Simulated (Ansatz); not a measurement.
# Fermi surface of Gd in space group Fm-3m

```
CELL_PARAMETERS angstrom
0.00000 2.58582 2.58582
2.58582 0.00000 2.58582
2.58582 2.58582 0.00000
ATOMIC_POSITIONS crystal
Gd 0.00000 0.00000 0.00000
```

These are results of DFT PBEsol, scalar-relativistic, plane waves, PAW; levels and slopes on a dense k mesh at the converged density (Ansatz 0.2.0), not measurements. Collinear spin polarisation. The levels come from a k mesh of 34×34×34 points. Unrelaxed database geometry (residual pressure −4 GPa). The cell comes from a database of computed structures, not from a measurement.

### 1. The sheets

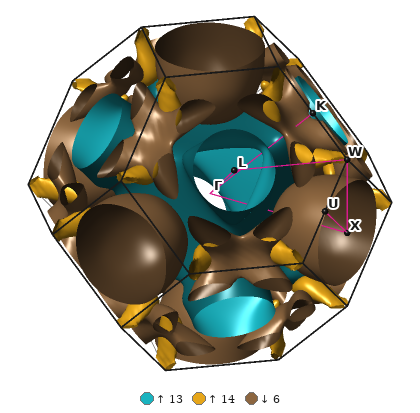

Fermi surface of this crystal. Each colour is one band. The brighter face of a sheet looks towards empty states.

> Describe the Fermi surface sheet by sheet.

Three bands cross the Fermi level; this is a three-dimensional metal.

Spin-up band 13: a sheet that is open in all directions, neither an electron nor a hole pocket (the band is filled at X and empty at Γ and L).
Spin-up band 14: six electron pockets centred at W (each 0.38 % of the zone).
Spin-down band 6: three electron pockets centred at X (each 6.2 % of the zone) and a sheet that is open in all directions, neither an electron nor a hole pocket (the band is filled at X and empty at Γ and L).
A pocket cut by a face of the zone is counted once with the part on the opposite face.
The shape of the surface of spin-down band 6 changes its kind within 0.03 eV of this level, so small parts may appear, vanish, join or separate.

> What does the calculation give for N(E_F) and the Drude plasma frequency?

The density of states at the Fermi level is 3.0 states/eV per primitive cell. The intraband plasma frequency is 3.8 eV in all directions.

### 2. The two spins

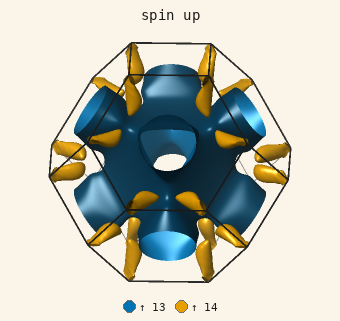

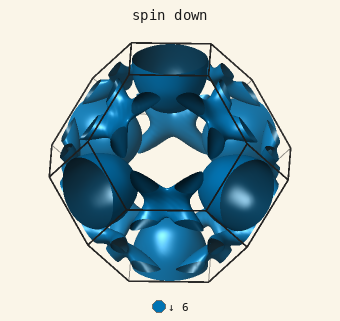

Spin-resolved Fermi surfaces of this crystal; the net moment is 7.5 μB per cell, and spin up is the majority channel.

> How do the two spin channels differ at the Fermi level?

Spin up has two and spin down one band crossing, with 0.95 and 2.1 states/eV per cell, so (N↑ − N↓)/(N↑ + N↓) = −0.37.

### 3. Cuts and bands

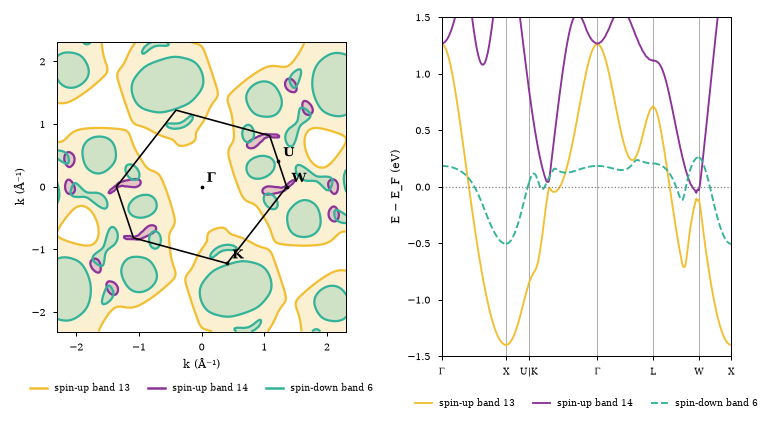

This crystal: cut through the Fermi surface in the plane through Γ, W and U, filled states shaded, and the bands that cross the Fermi level.

> For each band, read its level at the labelled points (eV from the Fermi level).

```
            band      Γ      X      L
 spin-up band 13  +1.27  −1.40  +0.71
 spin-up band 14  +1.27  above  +1.12
spin-down band 6  +0.18  −0.51  +0.21
```

Negative values are filled states; "above" and "below" lie outside the plotted window.

### 4. Speeds

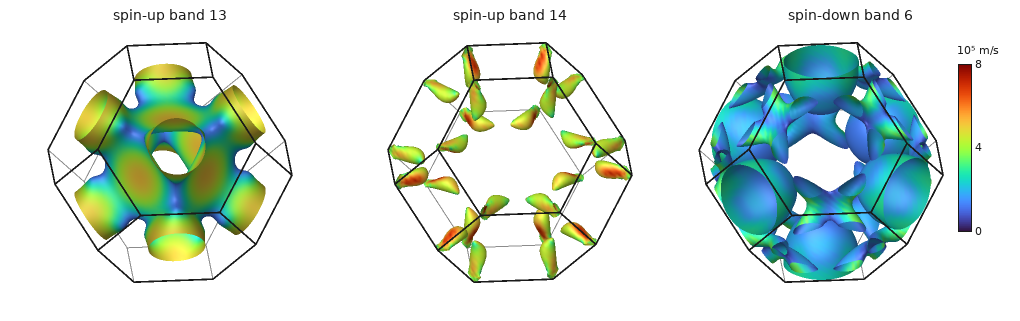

Fermi surface of this crystal, coloured by the Fermi speed.

> Give the range and mean of the Fermi speed for each band.

Spin-up band 13: 1.3 to 5.0 × 10⁵ m/s over most of the sheet, 3.1 × 10⁵ m/s on average over states. Spin-up band 14: 3.1 to 6.7 × 10⁵ m/s over most of the sheet, 4.5 × 10⁵ m/s on average over states. Spin-down band 6: 1.1 to 3.3 × 10⁵ m/s over most of the sheet, 1.8 × 10⁵ m/s on average over states.

The f electrons are treated as band states by a semilocal functional, which places them too near the Fermi level in most such compounds. The run ends with a net moment of 7.5 μB a cell, the order reached from its starting moments, not necessarily the lowest. Spin-orbit coupling is left out; with Gd it can split, shift or remove sheets. Necks and pockets thinner than about two mesh steps aren't resolved, so separate pockets may in truth be joined.

Time for the whole run: 40 s on 1 thread of AMD EPYC 7R43 64-Core Processor (Zen 3), with other jobs on the host, peak memory 0.77 GiB.
